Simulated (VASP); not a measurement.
Rh

```
Rh
1.0
     3.79729    0.00000    0.00000
    -1.89865    3.28855    0.00000
     0.00000    0.00000    5.29736
Rh
4
Direct
  0.00000 0.00000 0.14016
  0.00000 0.00000 0.64016
  0.33333 0.66667 0.86484
  0.66667 0.33333 0.36484
```

Space group P6₃mc; a generated structure, not necessarily the stable one.

Computed with Kohn-Sham DFT of a periodic cell, PBE, VASP PAW PBE potentials, recommended (VASP 6.6.1).

> What will maps of the valence pseudo-density and electron localisation function show?

Rh–Rh (2.65 Å): the density is about 0.4 e/Å³ at the midpoint; the ELF is about 0.30 at the midpoint; no localised pair shows between them.

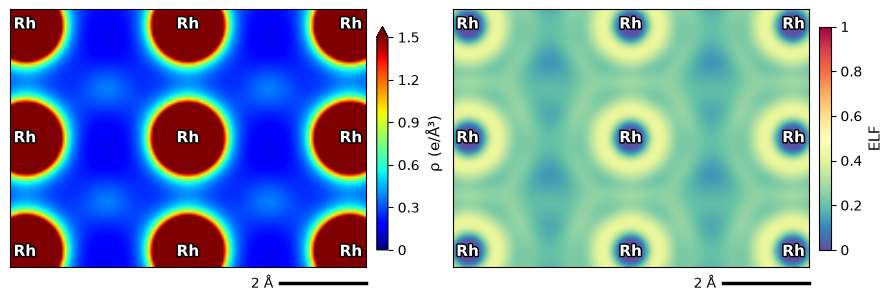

Computed valence pseudo-density and electron localisation function on the (100) plane of the conventional cell, in this order. 
